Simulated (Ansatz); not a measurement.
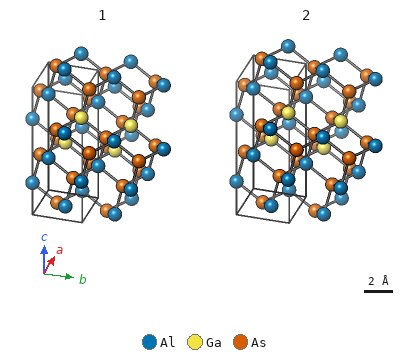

Two geometries of solid Al3GaAs4 (a generated structure, set up in P-4m2) (coarse preliminary run), drawn at one scale. One is the start of a relaxation, the other its converged end. Style: ball-and-stick. Shown: the cell of the calculation, repeated 2 × 2 × 1 with one cell outlined, from a free direction.

Level of theory: Ansatz, DFT PBE, scalar-relativistic, plane waves, PAW. Settings: plane-wave cutoff 420 eV; k-point mesh 4 × 4 × 2; occupations gaussian; smearing width 0.1 eV; no spin polarisation; cell and atoms relaxed; force threshold 0.04 eV/Å; at most 70 steps.

**Which geometry has the lower energy?**

Structure 2 is the relaxed one. Over 3 accepted moves (4 points after the start) the energy falls by 140 meV per atom. The largest force component goes from 0.12 to 0.0029 eV/Å. The pressure goes from 14.77 to 0.10 GPa. At 1 point the geometry stayed and the basis and grid were re-selected for the new cell (energy shift of 1.5 meV per atom at most each time). The largest moves relative to the cell, 0.012 Å, are those of As atoms. By element the largest moves are As 0.012 Å, Al 0.003 Å. Ga stays in place. The drawn cell changes as follows: a = b 3.846 → 4.074 Å (+5.9 %), c 10.878 → 11.341 Å (+4.3 %); the volume changes by +17.0 %. Near-neighbour distances that change, for instance: As–Ga 2.355 → 2.489 Å, Al–As 2.355 → 2.481 Å. The space group stays P-4m2 (No. 115).
